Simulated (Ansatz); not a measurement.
AlN

Input file:

```
crystal:
  lattice:
    - [3.2673519336, 0.0, 0.0]
    - [-1.6336759668, 2.8296097776, 0.0]
    - [0.0, 0.0, 4.130967373]
  atoms:
    - { symbol: Al, position: [0.6666666667, 0.3333333333, 0.25] }
    - { symbol: Al, position: [0.3333333333, 0.6666666667, 0.75] }
    - { symbol: "N", position: [0.6666666667, 0.3333333333, 0.75] }
    - { symbol: "N", position: [0.3333333333, 0.6666666667, 0.25] }
hamiltonian:
  xc: r2scan
  pseudopotentials: { kind: paw }
kpoints:
  mp_grid: { grid: [9, 9, 7] }
scf:
  occupations: { method: fermi_dirac, width: 0.05 }
output:
  forces: true
  stress: true
  eigenvalues: true
  write_density: true
  write_potential: true
  elf: true
  volumetric_format: npy
```

Run with:

```sh
ansatz run input.yaml --threads 2 --pin off --max-ram 5632MiB --backend cpu --events-out ev --progress --plain --runs-dir out
```

Below, planes, directions and counts refer to the conventional cell (a = 3.27 Å, b = 3.27 Å, c = 4.13 Å, α = 90.00°, β = 90.00°, γ = 120.00°).

Space group P6₃/mmc; a structure from a database of computed crystals, not necessarily the ambient phase; computed pressure about 4 GPa in this cell.

Method: Ansatz, Kohn-Sham DFT of a periodic cell, r2SCAN, Ansatz PAW.

Core electrons are frozen (PAW), and the valence fields are smoothed inside the atomic spheres.

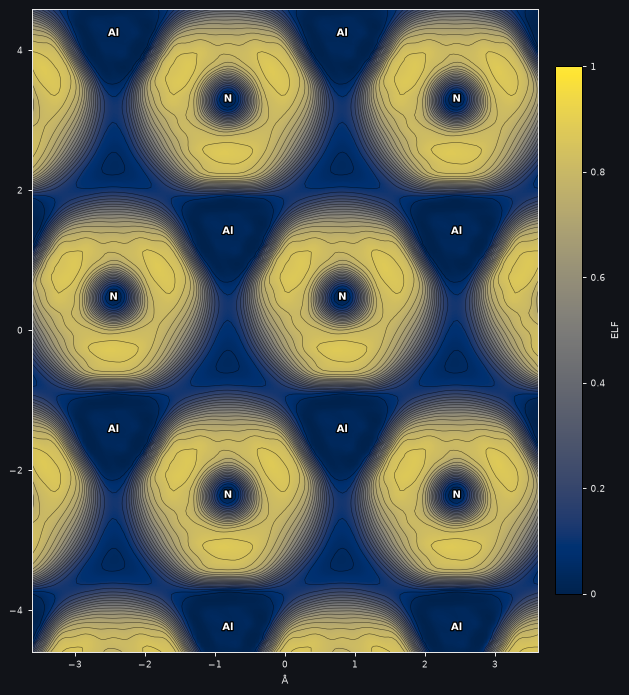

Figure 1. Electron localisation function on the (001) plane of the conventional cell.

What do the fields say about this system?

Answer.
- The section cuts through Al and N sites.
- Al–N (1.89 Å): the ELF peaks at about 0.90 in the valence shell of N, 0.8 Å from its nucleus, and is about 0.85 at the midpoint.

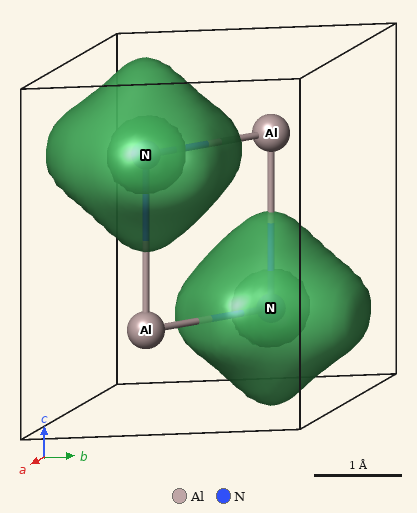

Figure 2. Isosurface of the electron localisation function at 0.7 (green), seen slightly off an axis. Only the valence region is drawn (cores and ρ < 0.01 e/Å³ removed). Sticks mark near contacts.

Where are the electrons localised?

Answer. The ELF exceeds this value in two regions on N in which the atom's valence shell and bonds are merged, counted in one cell of 4 atoms. Any copies at cell faces, edges or corners count once.


 Al–N (2.07 Å): the ELF peaks at about 0.85 in the valence shell of N, 0.8 Å from its nucleus, and is about 0.75 at the midpoint.

Does the calculation give a band gap?

Answer. It is gapped, with a Kohn–Sham gap of 4.1 eV on the k-point mesh, an upper bound to the gap of this method.
